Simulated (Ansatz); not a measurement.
Start from this file.

```
CELL_PARAMETERS angstrom
2.53164 0.00000 0.00000
-1.26582 2.19246 0.00000
0.00000 0.00000 3.86794
ATOMIC_POSITIONS crystal
Co 0.33333 0.66667 0.25000
Co 0.66667 0.33333 0.75000
```

### Describe what this structure looks like.

The element is cobalt. It belongs to space group P6_3/mmc (No. 194) and has a primitive hexagonal lattice. It adopts the structure known as hexagonal close-packed (Mg type). The cell holds two atoms. Around each Co lie twelve Co in an anticuboctahedral arrangement at 2.42 to 2.53 Å. The bonds build a three-dimensional framework.

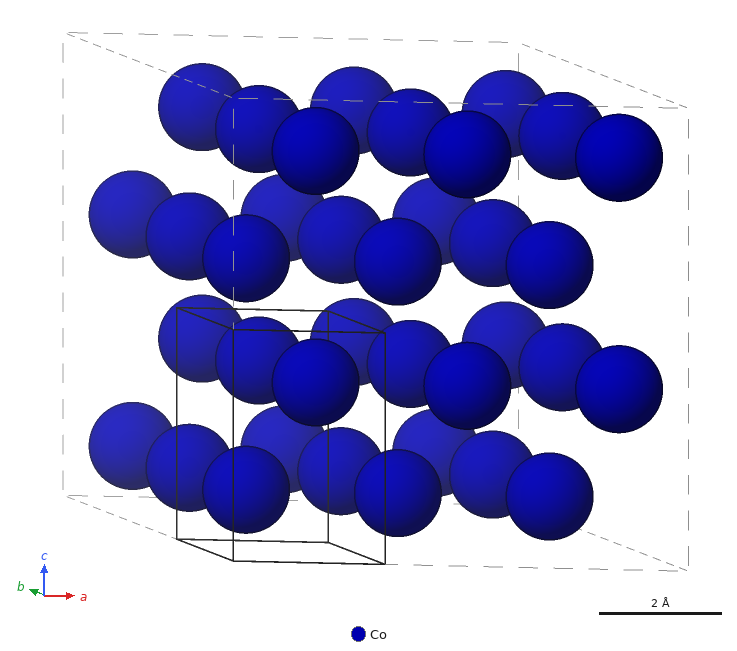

The image is a spheres-only drawing of a crystal, viewed slightly off an axis. Solid lines give the conventional unit cell, repeated here 3×3×2 times. Colours: cobalt blue.

The initial geometry was a structure listed in the Materials Project. The cell was then strained or its atoms displaced on purpose. It was set up as input for a calculation with Ansatz.
